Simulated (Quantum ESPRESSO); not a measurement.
**Band-structure run, with input and output: MoS4 (part 1 of 2)**

MoS4 (slab, 5 atoms in the cell), computed with Kohn-Sham DFT of a periodic cell, PBE, PseudoDojo 0.5 SR PBE stringent, no spin polarisation (Quantum ESPRESSO 7.5).

The structure derives from a Materials Project entry.

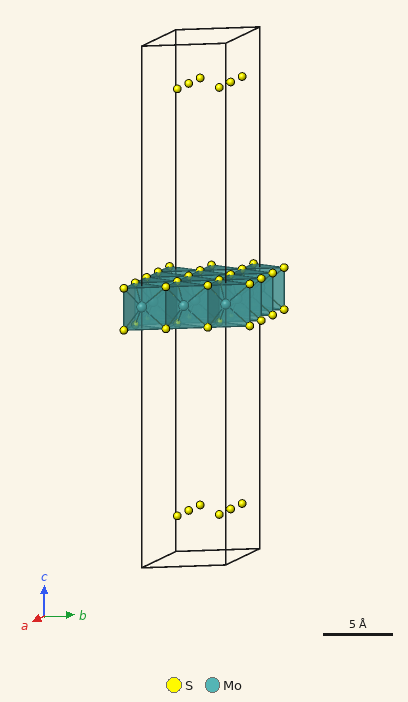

The structure (polyhedral view of the 3 × 2 repeat of the cell, with the vacuum cut short, seen slightly off an axis; polyhedra are completed across the faces of the cell). An atom can appear more than once, as a periodic image.

### Input file
```
&CONTROL
  calculation = 'scf'
  prefix = 'pwscf'
  outdir = './tmp'
  pseudo_dir = './pseudo'
  tprnfor = .true.
  disk_io = 'low'
/
&SYSTEM
  ibrav = 0
  celldm(1) = 8
  nat = 5
  ntyp = 2
  ecutwfc = 90
  nbnd = 27
  occupations = 'smearing'
  smearing = 'gaussian'
  degauss = 0.00999582
/
&ELECTRONS
  conv_thr = 5d-09
  electron_maxstep = 150
  mixing_beta = 0.3
  mixing_mode = 'local-TF'
/
ATOMIC_SPECIES
S     32.0600 S.upf
Mo    95.9500 Mo.upf
CELL_PARAMETERS alat
  0.7521407801967   0.0000000000000   0.0000000000000
 -0.3760703901061   0.6513730228771   0.0000000000000
  0.0000000000000   0.0000000000000  10.9997532318311
ATOMIC_POSITIONS crystal
S      0.3333333300    0.6666666600    0.1610598169
S      0.3333333300    0.6666666600    0.4666858505
Mo     0.0000000000    0.0000000000    0.5000000000
S      0.3333333300    0.6666666600    0.5333141495
S      0.3333333300    0.6666666600    0.8389401831
K_POINTS automatic
15 15 1 0 0 0
```

### File pp_density.in
```
&INPUTPP
  prefix = 'pwscf'
  outdir = './tmp'
  filplot = 'density.dat'
  plot_num = 0
/
&PLOT
  nfile = 1
  filepp(1) = 'density.dat'
  iflag = 3
  output_format = 6
  fileout = 'density.cube'
/
```

### File pp_potential.in
```
&INPUTPP
  prefix = 'pwscf'
  outdir = './tmp'
  filplot = 'potential.dat'
  plot_num = 11
/
&PLOT
  nfile = 1
  filepp(1) = 'potential.dat'
  iflag = 3
  output_format = 6
  fileout = 'potential.cube'
/
```

### File pp_elf.in
```
&INPUTPP
  prefix = 'pwscf'
  outdir = './tmp'
  filplot = 'elf.dat'
  plot_num = 8
/
&PLOT
  nfile = 1
  filepp(1) = 'elf.dat'
  iflag = 3
  output_format = 6
  fileout = 'elf.cube'
/
```

### File bands.in
```
&CONTROL
  calculation = 'bands'
  prefix = 'pwscf'
  outdir = './tmp'
  pseudo_dir = './pseudo'
  disk_io = 'low'
  verbosity = 'high'
/
&SYSTEM
  ibrav = 0
  celldm(1) = 8
  nat = 5
  ntyp = 2
  ecutwfc = 90
  nbnd = 27
  occupations = 'smearing'
  smearing = 'gaussian'
  degauss = 0.00999582
/
&ELECTRONS
  conv_thr = 1d-06
  electron_maxstep = 150
  mixing_beta = 0.3
  mixing_mode = 'local-TF'
  diago_david_ndim = 4
/
ATOMIC_SPECIES
S     32.0600 S.upf
Mo    95.9500 Mo.upf
CELL_PARAMETERS alat
  0.7521407801967   0.0000000000000   0.0000000000000
 -0.3760703901061   0.6513730228771   0.0000000000000
  0.0000000000000   0.0000000000000  10.9997532318311
ATOMIC_POSITIONS crystal
S      0.3333333300    0.6666666600    0.1610598169
S      0.3333333300    0.6666666600    0.4666858505
Mo     0.0000000000    0.0000000000    0.5000000000
S      0.3333333300    0.6666666600    0.5333141495
S      0.3333333300    0.6666666600    0.8389401831
K_POINTS crystal
36
 0.0000000000  0.0000000000  0.0000000000 1
 0.0416666667  0.0000000000  0.0000000000 1
 0.0833333333  0.0000000000  0.0000000000 1
 0.1250000000  0.0000000000  0.0000000000 1
 0.1666666667  0.0000000000  0.0000000000 1
 0.2083333333  0.0000000000  0.0000000000 1
 0.2500000000  0.0000000000  0.0000000000 1
 0.2916666667  0.0000000000  0.0000000000 1
 0.3333333333  0.0000000000  0.0000000000 1
 0.3750000000  0.0000000000  0.0000000000 1
 0.4166666667  0.0000000000  0.0000000000 1
 0.4583333333  0.0000000000  0.0000000000 1
 0.5000000000  0.0000000000  0.0000000000 1
 0.4761904762  0.0476190476  0.0000000000 1
 0.4523809524  0.0952380952  0.0000000000 1
 0.4285714286  0.1428571429  0.0000000000 1
 0.4047619048  0.1904761905  0.0000000000 1
 0.3809523810  0.2380952381  0.0000000000 1
 0.3571428571  0.2857142857  0.0000000000 1
 0.3333333333  0.3333333333  0.0000000000 1
 0.3125000000  0.3125000000  0.0000000000 1
 0.2916666667  0.2916666667  0.0000000000 1
 0.2708333333  0.2708333333  0.0000000000 1
 0.2500000000  0.2500000000  0.0000000000 1
 0.2291666667  0.2291666667  0.0000000000 1
 0.2083333333  0.2083333333  0.0000000000 1
 0.1875000000  0.1875000000  0.0000000000 1
 0.1666666667  0.1666666667  0.0000000000 1
 0.1458333333  0.1458333333  0.0000000000 1
 0.1250000000  0.1250000000  0.0000000000 1
 0.1041666667  0.1041666667  0.0000000000 1
 0.0833333333  0.0833333333  0.0000000000 1
 0.0625000000  0.0625000000  0.0000000000 1
 0.0416666667  0.0416666667  0.0000000000 1
 0.0208333333  0.0208333333  0.0000000000 1
 0.0000000000  0.0000000000  0.0000000000 1
```

Run on 2 threads of Arm Neoverse V2, 24 GiB of memory available, shared host.

Launched with:
```bash
OMP_NUM_THREADS=1 mpirun -n 2 pw.x -nk 2 -in pw.in > pw.out
OMP_NUM_THREADS=1 mpirun -n 1 pp.x -in pp_density.in > pp_density.out
OMP_NUM_THREADS=1 mpirun -n 1 pp.x -in pp_potential.in > pp_potential.out
OMP_NUM_THREADS=1 mpirun -n 1 pp.x -in pp_elf.in > pp_elf.out
OMP_NUM_THREADS=1 mpirun -n 2 pw.x -nk 2 -in bands.in > bands.out
```

### The program's output
```
This program is part of the open-source Quantum ESPRESSO suite
     for quantum simulation of materials; please cite
         "P. Giannozzi et al., J. Phys.:Condens. Matter 21 395502 (2009);
         "P. Giannozzi et al., J. Phys.:Condens. Matter 29 465901 (2017);
         "P. Giannozzi et al., J. Chem. Phys. 152 154105 (2020);
          URL
     in publications or presentations arising from this work. More details at

     Message from routine setup:
     using ibrav=0 with symmetry is DISCOURAGED, use correct ibrav instead

     K-points division:     npool     =       2
     Subspace diagonalization in iterative solution of the eigenvalue problem:
     a serial algorithm will be used

     G-vector sticks info
     --------------------
     sticks:   dense  smooth     PW     G-vecs:    dense   smooth      PW
     Sum         913     913    253               318219   318219   49173

     Using Slab Decomposition

     bravais-lattice index     =            0
     lattice parameter (alat)  =       8.0000  a.u.
     unit-cell volume          =    2759.1913 (a.u.)^3
     number of atoms/cell      =            5
     number of atomic types    =            2
     number of electrons       =        38.00
     number of Kohn-Sham states=           27
     kinetic-energy cutoff     =      90.0000  Ry
     charge density cutoff     =     360.0000  Ry
     scf convergence threshold =      5.0E-09
     mixing beta               =       0.3000
     number of iterations used =            8  local-TF  mixing
     Exchange-correlation= PBE
                           (   1   4   3   4   0   0   0)

     celldm(1)=   8.000000  celldm(2)=   0.000000  celldm(3)=   0.000000
     celldm(4)=   0.000000  celldm(5)=   0.000000  celldm(6)=   0.000000

     crystal axes: (cart. coord. in units of alat)
               a(1) = (   0.752141   0.000000   0.000000 )
               a(2) = (  -0.376070   0.651373   0.000000 )
               a(3) = (   0.000000   0.000000  10.999753 )

     reciprocal axes: (cart. coord. in units 2 pi/alat)
               b(1) = (  1.329538  0.767609 -0.000000 )
               b(2) = (  0.000000  1.535219  0.000000 )
               b(3) = (  0.000000 -0.000000  0.090911 )

     PseudoPot. # 1 for S  read from file:
     S.upf
     Pseudo is Norm-conserving + core correction, Zval =  6.0
     Generated using ONCVPSP code by D. R. Hamann
     Using radial grid of 1148 points,  6 beta functions with:
                l(1) =   0
                l(2) =   0
                l(3) =   1
                l(4) =   1
                l(5) =   2
                l(6) =   2

     PseudoPot. # 2 for Mo read from file:
     Mo.upf
     Pseudo is Norm-conserving + core correction, Zval = 14.0
     Generated using ONCVPSP code by D. R. Hamann
     Using radial grid of 1640 points,  6 beta functions with:
                l(1) =   0
                l(2) =   0
                l(3) =   1
                l(4) =   1
                l(5) =   2
                l(6) =   2

     atomic species   valence    mass     pseudopotential
     S                 6.00    32.06000     S ( 1.00)
     Mo               14.00    95.95000     Mo( 1.00)

     12 Sym. Ops. (no inversion) found

   Cartesian axes

     site n.     atom                  positions (alat units)
         1        S      tau(   1) = (  -0.0000000   0.4342487   1.7716182  )
         2        S      tau(   2) = (  -0.0000000   0.4342487   5.1334292  )
         3        Mo     tau(   3) = (   0.0000000   0.0000000   5.4998766  )
         4        S      tau(   4) = (  -0.0000000   0.4342487   5.8663240  )
         5        S      tau(   5) = (  -0.0000000   0.4342487   9.2281350  )

     number of k points=    27  Gaussian smearing, width (Ry)=  0.0100
                       cart. coord. in units 2pi/alat
        k(    1) = (   0.0000000   0.0000000   0.0000000), wk =   0.0088889
        k(    2) = (   0.0000000   0.1023479   0.0000000), wk =   0.0533333
        k(    3) = (   0.0000000   0.2046958   0.0000000), wk =   0.0533333
        k(    4) = (   0.0000000   0.3070437   0.0000000), wk =   0.0533333
        k(    5) = (   0.0000000   0.4093916   0.0000000), wk =   0.0533333
        k(    6) = (   0.0000000   0.5117395   0.0000000), wk =   0.0533333
        k(    7) = (   0.0000000   0.6140875   0.0000000), wk =   0.0533333
        k(    8) = (   0.0000000   0.7164354   0.0000000), wk =   0.0533333
        k(    9) = (   0.0886359   0.1535219   0.0000000), wk =   0.0533333
        k(   10) = (   0.0886359   0.2558698   0.0000000), wk =   0.1066667
        k(   11) = (   0.0886359   0.3582177   0.0000000), wk =   0.1066667
        k(   12) = (   0.0886359   0.4605656   0.0000000), wk =   0.1066667
        k(   13) = (   0.0886359   0.5629135   0.0000000), wk =   0.1066667
        k(   14) = (   0.0886359   0.6652614   0.0000000), wk =   0.1066667
        k(   15) = (   0.0886359   0.7676093   0.0000000), wk =   0.0533333
        k(   16) = (   0.1772718   0.3070437   0.0000000), wk =   0.0533333
        k(   17) = (   0.1772718   0.4093916   0.0000000), wk =   0.1066667
        k(   18) = (   0.1772718   0.5117395   0.0000000), wk =   0.1066667
        k(   19) = (   0.1772718   0.6140875   0.0000000), wk =   0.1066667
        k(   20) = (   0.1772718   0.7164354   0.0000000), wk =   0.1066667
        k(   21) = (   0.2659077   0.4605656   0.0000000), wk =   0.0533333
        k(   22) = (   0.2659077   0.5629135   0.0000000), wk =   0.1066667
        k(   23) = (   0.2659077   0.6652614   0.0000000), wk =   0.1066667
        k(   24) = (   0.2659077   0.7676093   0.0000000), wk =   0.0533333
        k(   25) = (   0.3545436   0.6140875   0.0000000), wk =   0.0533333
        k(   26) = (   0.3545436   0.7164354   0.0000000), wk =   0.1066667
        k(   27) = (   0.4431794   0.7676093   0.0000000), wk =   0.0177778

     Dense  grid:   318219 G-vectors     FFT dimensions: (  40,  40, 540)

     Initial potential from superposition of free atoms

     starting charge      37.9984, renormalised to      38.0000

     negative rho (up, down):  2.465E-05 0.000E+00
     Starting wfcs are   26 randomized atomic wfcs +    1 random wfcs

     Self-consistent Calculation

     iteration #  1     ecut=    90.00 Ry     beta= 0.30
     Davidson diagonalization with overlap
     ethr =  1.00E-02,  avg # of iterations =  4.9

     negative rho (up, down):  1.731E-03 0.000E+00

     total energy              =    -228.49346457 Ry
     estimated scf accuracy    <       1.19725924 Ry

     iteration #  2     ecut=    90.00 Ry     beta= 0.30
     Davidson diagonalization with overlap
     ethr =  3.15E-03,  avg # of iterations =  1.0

     negative rho (up, down):  4.502E-03 0.000E+00

     total energy              =    -228.48334007 Ry
     estimated scf accuracy    <       0.18722259 Ry

     iteration #  3     ecut=    90.00 Ry     beta= 0.30
     Davidson diagonalization with overlap
     ethr =  4.93E-04,  avg # of iterations =  1.5

     negative rho (up, down):  7.459E-03 0.000E+00

     total energy              =    -228.47705222 Ry
     estimated scf accuracy    <       0.05153779 Ry

     iteration #  4     ecut=    90.00 Ry     beta= 0.30
     Davidson diagonalization with overlap
     ethr =  1.36E-04,  avg # of iterations =  7.4

     negative rho (up, down):  8.276E-03 0.000E+00

     total energy              =    -228.47972551 Ry
     estimated scf accuracy    <       0.01416870 Ry

     iteration #  5     ecut=    90.00 Ry     beta= 0.30
     Davidson diagonalization with overlap
     c_bands:  1 eigenvalues not converged
     c_bands:  1 eigenvalues not converged
     ethr =  3.73E-05,  avg # of iterations =  5.7

     negative rho (up, down):  7.748E-03 0.000E+00

     total energy              =    -228.48084378 Ry
     estimated scf accuracy    <       0.00282112 Ry

     iteration #  6     ecut=    90.00 Ry     beta= 0.30
     Davidson diagonalization with overlap
     ethr =  7.42E-06,  avg # of iterations =  6.7

     negative rho (up, down):  4.589E-03 0.000E+00

     total energy              =    -228.48116981 Ry
     estimated scf accuracy    <       0.00170461 Ry

     iteration #  7     ecut=    90.00 Ry     beta= 0.30
     Davidson diagonalization with overlap
     ethr =  4.49E-06,  avg # of iterations =  4.0

     negative rho (up, down):  3.698E-03 0.000E+00

     total energy              =    -228.48107700 Ry
     estimated scf accuracy    <       0.00099387 Ry

     iteration #  8     ecut=    90.00 Ry     beta= 0.30
     Davidson diagonalization with overlap
     ethr =  2.62E-06,  avg # of iterations =  3.8

     negative rho (up, down):  2.214E-03 0.000E+00

     total energy              =    -228.48103796 Ry
     estimated scf accuracy    <       0.00028588 Ry

     iteration #  9     ecut=    90.00 Ry     beta= 0.30
     Davidson diagonalization with overlap
     c_bands:  1 eigenvalues not converged
     ethr =  7.52E-07,  avg # of iterations =  4.3

     negative rho (up, down):  1.379E-03 0.000E+00

     total energy              =    -228.48104529 Ry
     estimated scf accuracy    <       0.00005932 Ry

     iteration # 10     ecut=    90.00 Ry     beta= 0.30
     Davidson diagonalization with overlap
     c_bands:  1 eigenvalues not converged
     ethr =  1.56E-07,  avg # of iterations =  3.5

     negative rho (up, down):  4.236E-04 0.000E+00

     total energy              =    -228.48102745 Ry
     estimated scf accuracy    <       0.00005221 Ry

     iteration # 11     ecut=    90.00 Ry     beta= 0.30
     Davidson diagonalization with overlap
     ethr =  1.37E-07,  avg # of iterations =  5.0

     negative rho (up, down):  2.911E-04 0.000E+00

     total energy              =    -228.48104171 Ry
     estimated scf accuracy    <       0.00003827 Ry

     iteration # 12     ecut=    90.00 Ry     beta= 0.30
     Davidson diagonalization with overlap
     ethr =  1.01E-07,  avg # of iterations =  1.4

     negative rho (up, down):  3.157E-04 0.000E+00

     total energy              =    -228.48104729 Ry
     estimated scf accuracy    <       0.00000710 Ry

     iteration # 13     ecut=    90.00 Ry     beta= 0.30
     Davidson diagonalization with overlap
     ethr =  1.87E-08,  avg # of iterations =  3.7

     negative rho (up, down):  2.423E-04 0.000E+00

     total energy              =    -228.48104901 Ry
     estimated scf accuracy    <       0.00000604 Ry

     iteration # 14     ecut=    90.00 Ry     beta= 0.30
     Davidson diagonalization with overlap
     ethr =  1.59E-08,  avg # of iterations =  1.0

     negative rho (up, down):  8.147E-05 0.000E+00

     total energy              =    -228.48104926 Ry
     estimated scf accuracy    <       0.00000334 Ry

     iteration # 15     ecut=    90.00 Ry     beta= 0.30
     Davidson diagonalization with overlap
     ethr =  8.79E-09,  avg # of iterations =  2.1

     negative rho (up, down):  2.266E-04 0.000E+00

     total energy              =    -228.48104972 Ry
     estimated scf accuracy    <       0.00000156 Ry

     iteration # 16     ecut=    90.00 Ry     beta= 0.30
     Davidson diagonalization with overlap
     ethr =  4.10E-09,  avg # of iterations =  3.0

     negative rho (up, down):  9.320E-05 0.000E+00

     total energy              =    -228.48105000 Ry
     estimated scf accuracy    <       0.00000021 Ry

     iteration # 17     ecut=    90.00 Ry     beta= 0.30
     Davidson diagonalization with overlap
     ethr =  5.47E-10,  avg # of iterations =  2.7
```
